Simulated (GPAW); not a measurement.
## NaCl (Fm-3m): ε∞ against the local-field cutoff

The size of the dielectric matrix of NaCl (Fm-3m) is raised step by step, on the same bands.

Cell: a, b, c = 3.974, 3.974, 3.974 Å (primitive vectors), 2 atoms.

Method: GPAW 26.7.0, PBE, RPA, k-mesh 11×11×11, Lorentzian half width 0.15 eV.

Launch of the response step: `OMP_NUM_THREADS=1 python df.py`. The series took 1.9 min in all, its band step included, on 1 thread of Arm Neoverse V2, with other jobs on the host.

| cutoff (eV) | time of the step (s) | ε∞ |
| --- | --- | --- |
| 40 | 8 | 2.3280 |
| 60 | 11 | 2.3235 |
| 100 | 11 | 2.3207 |
| 150 | 15 | ? |

The number of plane waves grows as cutoff^(3/2); a common extrapolation takes the result as linear in its inverse.

Working, on the rows shown:

| x = cutoff^(−3/2) (eV^−3/2) | y = ε∞ |
| --- | --- |
| 0.00395285 | 2.328 |
| 0.00215166 | 2.3235 |
| 0.001 | 2.3207 |

Means: x̄ = 0.0023682, ȳ = 2.3241. Σ(x − x̄)(y − ȳ) = 1.096e-05, Σ(x − x̄)² = 4.430e-06. Slope = 1.096e-05 / 4.430e-06 = 2.474; intercept = ȳ − slope · x̄ = 2.3182. The line misses the rows shown by at most 3.1e-05.

**Question.** What does the fit predict for the withheld row, and how well does it do?

**Answer.** At x = 0.00054433 the line gives y = 2.3196. The run gave 2.3197, so the extrapolation is off by 0.00015, 1.8 % of the range in the table.

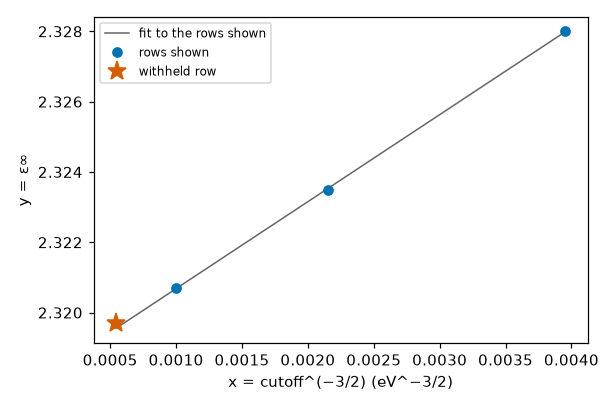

Refitted with all rows, the slope is 2.446 and the intercept 2.3183. The line reaches 2.318 at infinite cutoff, 0.1 % from the last run, while the last two runs differ by 0.04 %. ε∞ moves in steps as shells of reciprocal vectors enter, so the limit is good only to about the larger of these. The cell comes from an older database entry, whose edges can be off by a per cent or so. Excitons are left out; PBE gaps are as a rule too small. The values come from a sum over the points of one k-mesh and carry its error, which grows as the direct gap shrinks.
